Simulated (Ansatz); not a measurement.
**Run report: IrO₂, single-point calculation (part 2 of 2)**

IrO₂ (6 atoms in the cell); DFT PBEsol+U, scalar-relativistic, plane waves, PAW, Ueff = 6 eV on Ir atom 1 d; Ueff = 6 eV on Ir atom 2 d, spin-polarised (Ansatz 0.2.0); cutoff 420 eV, 4×4×6 k-mesh, Gaussian smearing of 0.05 eV, collinear spins. The structure derives from an entry of the Crystallography Open Database. It belongs to a series of runs on one base structure; here: ferromagnetic start, free, natural orbitals of the symmetric run filled by rank.

Geometry of the input (Å; fractional positions):
```
4.4990  0.0000  0.0000
0.0000  4.4990  0.0000
0.0000  0.0000  3.1460
Ir 0.0000  0.0000  0.0000
Ir 0.5000  0.5000  0.5000
O  0.3110  0.3110  0.0000
O  0.1890  0.8110  0.5000
O  0.6890  0.6890  0.0000
O  0.8110  0.1890  0.5000
```

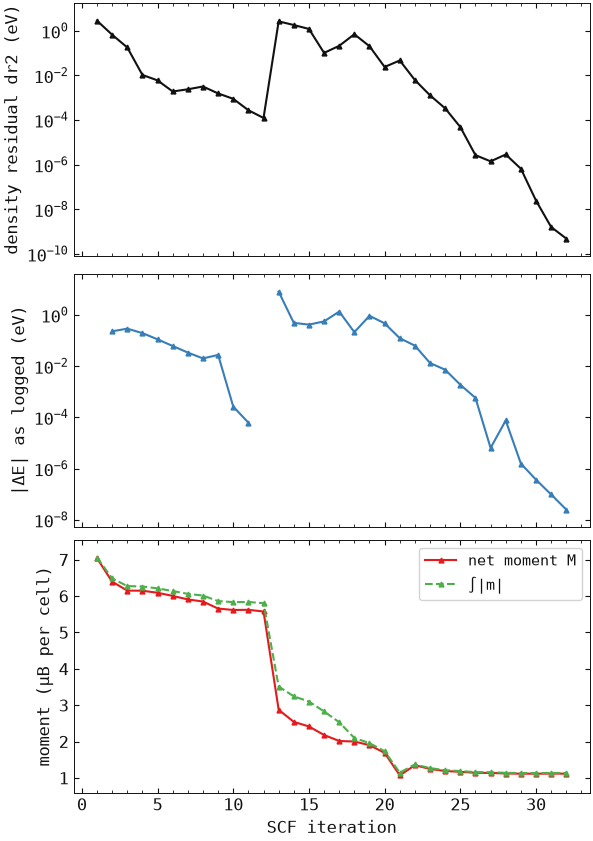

*Convergence of the self-consistent field: density residual dr2, size of the energy change and magnetic moment against the SCF iteration.*

The residual falls unevenly and jumps up by a factor of two or more 4 times on the way down. The net moment goes from 7.0 to 1.1 μB per cell.

```
SCF converged after 32 iterations
Magnetization: 1.1183 μB (29.5592 up, 28.4408 down)
Absolute magnetization: 1.1375 μB (∫|ρ↑−ρ↓|, with the PAW one-centre terms)
Spin contamination: 0.0040 ħ² per cell (⟨S²⟩ above its minimum at these occupations)
Per-site moments (μB) at R_I (Å): [(0.19432972648056074, 0.8162352719715799), (0.19432972648056074, 0.8162352719715799), (0.13318628894491674, 0.8162352719715799), (0.13318628894491683, 0.8162352719715799), (0.1331862889449168, 0.81623527197158), (0.1331862889449169, 0.8162352719715799)]
Free energy (F): -25827.616937 eV
Harris-Foulkes:  -25827.616937 eV  (|F-HF|=1.71e-10)
Internal energy: -25827.614211 eV  (E = F + TS)
E sigma→0 (E₀):  -25827.615574 eV
Entropy (-TS):   -0.002725 eV (-0.454 meV/atom)
Fermi energy:    13.456154 eV
--- Per-component energies (eV) ---
  E_band       = -482.402252
  E_kinetic    = 1941.195765
  E_local      = -4462.322313  (includes V_loc(G=0)·N_el)
  E_nonlocal   = 347.535132
  E_hartree    = 1646.978169
  E_xc         = -818.452134
  E_vxc        = -965.606149  (∫ρ·V_xc dr)
  E_hubbard    = 8.248781  (on-site DFT+U / exact-exchange correction)
  E_vhub       = -26.213579  (the Hubbard potential's part of the band-sum identity)
  E_paw        = -18786.682655  (= ΣΔE_a)
  E_vpaw       = -610.956892  (= ΣTr[D̂ρ^β])
  E_aug_tail   = 0.010048  (compensation charges beyond the density's cutoff)
  E_ewald      = -5704.796725
  E_core_change = 0.671721  (= ΣΔE_core)
  E_smearing   = -0.002725  (= −TS)
  E_closure    = -0.000000  (closes the sum)
  Σ components = -25827.616937   (vs F -25827.616937, Δ=0.00e0)
--- Specified on-site occupations, and those of the state reported ---
  electrons in the specified blocks: 9.9000 specified, 14.2370 found
  site 0 (l=d) ↓: largest change of an orbital's occupation 0.9613; electrons 0.1000 specified, 3.4368 found; spectral distance 1.5881
  site 1 (l=d) ↓: largest change of an orbital's occupation 0.9613; electrons 0.1000 specified, 3.4368 found; spectral distance 1.5881
  site 1 (l=d) ↑: largest change of an orbital's occupation 0.5794; electrons 4.8500 specified, 3.6817 found; spectral distance 0.8051
  site 0 (l=d) ↑: largest change of an orbital's occupation 0.5794; electrons 4.8500 specified, 3.6817 found; spectral distance 0.8051
--- Forces (eV/Å), atoms counted from 1 ---
  atom   1  Ir     0.00000000    -0.00000000     0.00000000
  atom   2  Ir     0.00000000     0.00000000     0.00000000
  atom   3  O     -0.52362822    -0.52362822     0.00000000
  atom   4  O      0.52362822    -0.52362822     0.00000000
  atom   5  O      0.52362822     0.52362822     0.00000000
  atom   6  O     -0.52362822     0.52362822     0.00000000
  max |Σ_I F_I| component: 2.22e-16 eV/Å
--- Stress (GPa, compression-positive) ---
        0.865100       0.000000       0.000000
        0.000000       0.865100       0.000000
        0.000000       0.000000       5.061175
  P = ⅓ Tr σ = 2.2638 GPa (22.638 kbar)
--- Band table (eV; the first three rows and the last of 48) ---
  k-point 0 ↑: bands = ["-78.8110", "-78.8094", "-35.8056", "-35.8056", "-35.6989", "-35.6824", "-35.5552", "-35.5552", "-6.9650", "-5.6473", "-4.5492", "-4.5492", "3.6677", "4.4853", "5.0094", "6.3112", "6.3112", "9.1796", "9.3149", "9.3149", "9.4231", "9.7196", "9.7196", "9.7705", "10.4516", "10.7105", "11.2914", "11.2914", "11.8046", "14.2712", "15.5953", "18.4692", "19.0983", "19.0983", "20.3054", "22.7994", "22.7994", "26.2455", "27.0972", "27.6100", "29.5159"]
  k-point 1 ↑: bands = ["-78.8099", "-78.8086", "-35.8032", "-35.8032", "-35.7289", "-35.7145", "-35.5513", "-35.5513", "-6.6813", "-5.4947", "-4.6827", "-4.6827", "4.1372", "4.8724", "5.2997", "6.2642", "6.2642", "8.0340", "8.7198", "8.8878", "8.8878", "9.3391", "9.8550", "9.8550", "10.8371", "11.0196", "11.5751", "12.0578", "12.0578", "13.9688", "16.1072", "18.4099", "18.4099", "19.0077", "20.0546", "23.8409", "23.8409", "26.0490", "27.2304", "27.5284", "28.5147"]
  k-point 2 ↑: bands = ["-78.8083", "-78.8074", "-35.7982", "-35.7982", "-35.7870", "-35.7782", "-35.5434", "-35.5434", "-6.0080", "-5.2625", "-4.9387", "-4.9387", "5.3669", "5.7826", "6.0318", "6.0318", "6.1321", "6.7536", "7.3667", "8.6517", "8.7033", "8.7033", "10.0774", "10.0774", "10.5372", "10.6886", "11.5824", "13.0708", "13.0708", "13.1948", "16.9453", "17.5773", "17.5773", "18.1487", "21.6600", "25.2530", "25.6229", "25.6229", "27.0434", "27.1617", "27.6193"]
  k-point 23 ↓: bands = ["-78.6619", "-78.6619", "-35.7030", "-35.7030", "-35.5617", "-35.5617", "-35.3565", "-35.3565", "-5.0444", "-5.0444", "-4.9438", "-4.9438", "5.6127", "5.6127", "6.1036", "6.1036", "7.0407", "7.0407", "8.9435", "8.9435", "9.5237", "9.5237", "10.1819", "10.1819", "10.9902", "10.9902", "12.6584", "12.6584", "13.1503", "13.1503", "17.4210", "17.4210", "18.0162", "18.0162", "23.4921", "23.4921", "24.5058", "24.5058", "25.9431", "25.9431", "27.1792"]
Occupation matrices written to [file]
--- Löwdin populations: 6 sites ---
  site symbol       q [e]    m [muB]
     0     Ir     15.6355     0.2448
     1     Ir     15.6355     0.2448
     2      O      6.6235     0.1570
     3      O      6.6235     0.1570
     4      O      6.6235     0.1570
     5      O      6.6235     0.1570
  spilling = 0.004051 (of n_electrons = 58.000000)
--- Occupation matrices: 2 shells (run DFT+U table (all-electron-ortho-atomic); ε = 9.82e-4) ---
  Ir0 d_5D: site group D2h (mmm)
  Ir0 d_5D up     Tr n = 3.6817  λ = 0.391 0.412 0.943 0.955 0.982  [xz 0.50 B3g(1.00) | xy 0.65 Ag(1.00) | x2-y2 1.00 B1g(1.00) | xz 0.50 B2g(1.00) | z2 0.65 Ag(1.00)]
  Ir0 d_5D dn     Tr n = 3.4368  λ = 0.393 0.413 0.760 0.890 0.981  [xz 0.50 B3g(1.00) | xy 0.64 Ag(1.00) | x2-y2 1.00 B1g(1.00) | xz 0.50 B2g(1.00) | z2 0.64 Ag(1.00)]
  specified occupation → Ir0 d_5D up: matrix, ‖Δ‖_F = 0.8051, Tr Δ = +1.1683, displaced = 0.5957, d_λ = 0.8051; orbital distance = 0.0000
  specified occupation → Ir0 d_5D dn: matrix, ‖Δ‖_F = 1.5881, Tr Δ = -3.3368, displaced = 1.6684, d_λ = 1.5881; orbital distance = 0.0000
  Ir1 d_5D: site group D2h (mmm)
  Ir1 d_5D up     Tr n = 3.6817  λ = 0.391 0.412 0.943 0.955 0.982  [xz 0.50 B3g(1.00) | xy 0.65 Ag(1.00) | x2-y2 1.00 B1g(1.00) | xz 0.50 B2g(1.00) | z2 0.65 Ag(1.00)]
  Ir1 d_5D dn     Tr n = 3.4368  λ = 0.393 0.413 0.760 0.890 0.981  [xz 0.50 B3g(1.00) | xy 0.64 Ag(1.00) | x2-y2 1.00 B1g(1.00) | xz 0.50 B2g(1.00) | z2 0.64 Ag(1.00)]
  specified occupation → Ir1 d_5D up: matrix, ‖Δ‖_F = 0.8051, Tr Δ = +1.1683, displaced = 0.5957, d_λ = 0.8051; orbital distance = 0.0000
  specified occupation → Ir1 d_5D dn: matrix, ‖Δ‖_F = 1.5881, Tr Δ = -3.3368, displaced = 1.6684, d_λ = 1.5881; orbital distance = 0.0000
  Tr n, λ and their labels are of the run-group-symmetrised matrices; stabiliser: 16 of 32 elements of G0×{1,Θ} (closed), max defect 2.3e-15 at τ = 2.1e-4
```

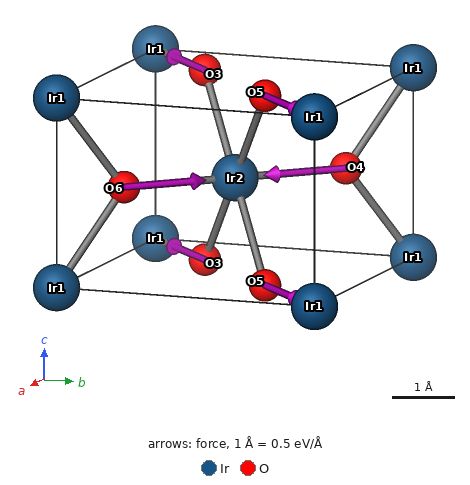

*Forces on the atoms as pink arrows (ball-and-stick view of the cell of the calculation, seen slightly off an axis; atoms are numbered from 1 in the order of the input).*

The largest act on all 4 O atoms (0.74 eV/Å). The geometry is not a stationary point of this energy.

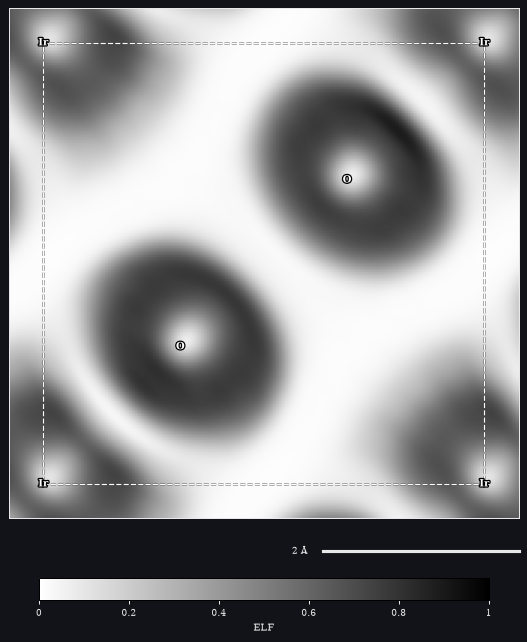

*ELF on the (001) plane of the conventional cell.*

Atoms in the plane: Ir and O. Ir–O (1.98 Å): the ELF is about 0.15 at the midpoint; a polar contact without a shared pair, in a metal. The strong features right at Ir lie inside the PAW spheres (semicore, d or f shells) and say nothing about bonding. Core electrons are frozen (PAW), so the fields are smoothed inside the atomic spheres.

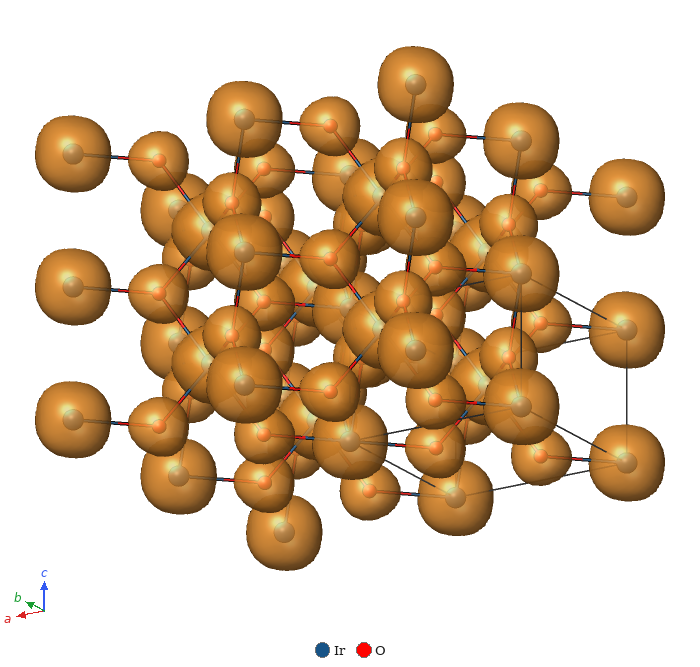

*Isosurface of the valence pseudo-density at 1.5 e/Å³ (orange), seen at an oblique angle. Sticks mark near contacts. The outline is the cell set on symmetry axes.*

At this value the density breaks into separate islands; it holds about 65 % of the electrons treated as valence (semicore included). It is pinched off along the Ir–O (1.98 Å) contacts. On the grid the lowest density along these lines, outside the cores, is 0.89 e/Å³ (Ir–O, 1.98 Å).

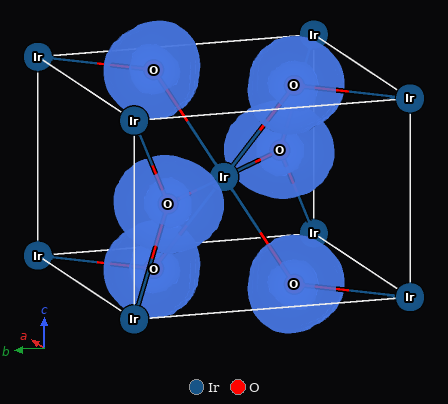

*Isosurface of the ELF at 0.7 (blue), seen at an oblique angle. Only the valence region is drawn (cores and ρ < 0.01 e/Å³ removed). Sticks mark near contacts. The outline is the cell set on symmetry axes.*

Along the contacts the grid gives the following. Ir–O (1.98 Å): the ELF is about 0.15 at the midpoint; no shared pair; the contact is polar.
